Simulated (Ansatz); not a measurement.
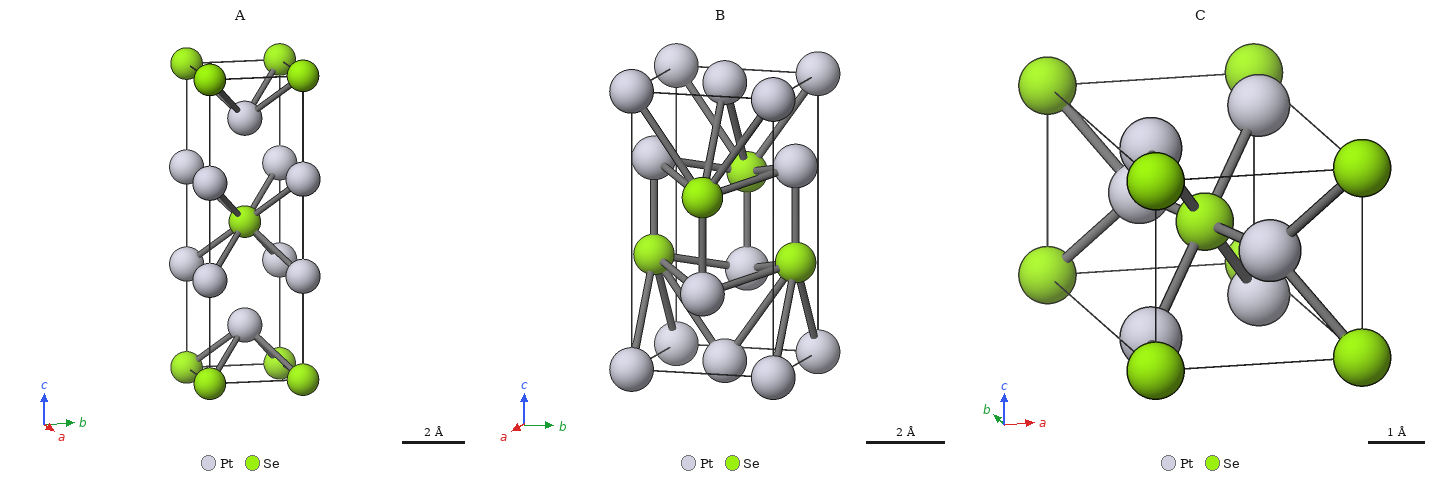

Three structures of Pt2Se, each relaxed to rest (conventional cells in solid outline, small ones repeated, each panel with its own scale). Method: Ansatz 0.2.0, DFT PBE, scalar-relativistic, plane waves, PAW, without spin polarisation.

What are the structures shown?

A: 6 atoms a cell on a body-centred tetragonal lattice, I4/mmm; B: 6 atoms a cell on a primitive tetragonal lattice, P4/nmm; C: 6 atoms a cell on a primitive orthorhombic lattice, Pnnm.

Which of these is lowest in energy, and how far above it do the others lie?

C, then B (+60 meV/atom) and A (+104 meV/atom), energies at zero smearing.

Collect the results in a table.

| panel | structure | E − E(lowest) (meV/atom) | volume (Å³/atom) | gap (eV) |
| --- | --- | --- | --- | --- |
| C | Pnnm | 0 | 17.3 | metal |
| B | P4/nmm | 60 | 17.6 | metal |
| A | I4/mmm | 104 | 16.5 | metal |

Some of these may be structure types tried for this composition rather than known phases, and the most stable form need not be among them. Gaps are taken on the k-mesh or band path of each run.
